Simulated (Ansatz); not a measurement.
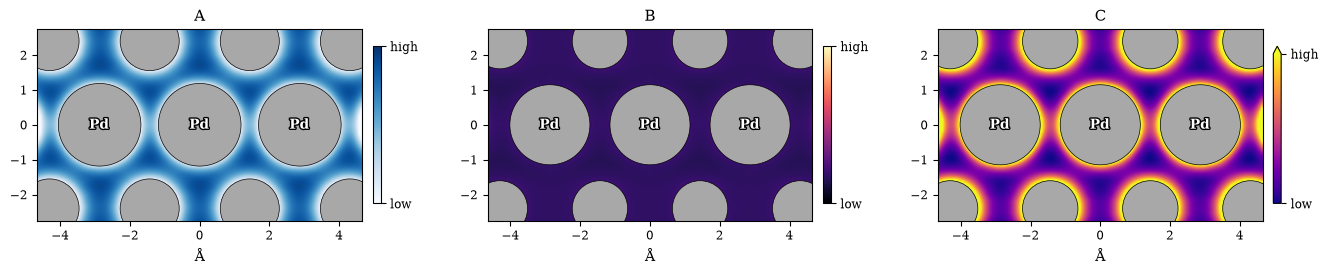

Pd: 3 fields on the (010) plane of the conventional cell, with unlabelled colour scales. Grey discs cover the atomic cores.

Space group P6₃/mmc; set up as Pd, hcp; a generated structure, not necessarily the stable one; changed on purpose from its base cell (volume × 1.04); computed pressure about −5 GPa in this cell.

These are results of DFT, BLYP, plane waves (420 eV) with PAW, scalar-relativistic in Ansatz, not measurements.

Q: Match the panels to the quantities (electron localisation function, electrostatic potential energy of an electron and valence pseudo-density).

A: Panel A: electrostatic potential energy of an electron (low next to the atoms, rising into the space between them). Panel B: electron localisation function. Panel C: valence pseudo-density. From the grid: Pd–Pd (2.87 Å): the density is about 0.23 e/Å³ at the midpoint; the ELF is about 0.20 at the midpoint (no shared electron pair shows on this line).
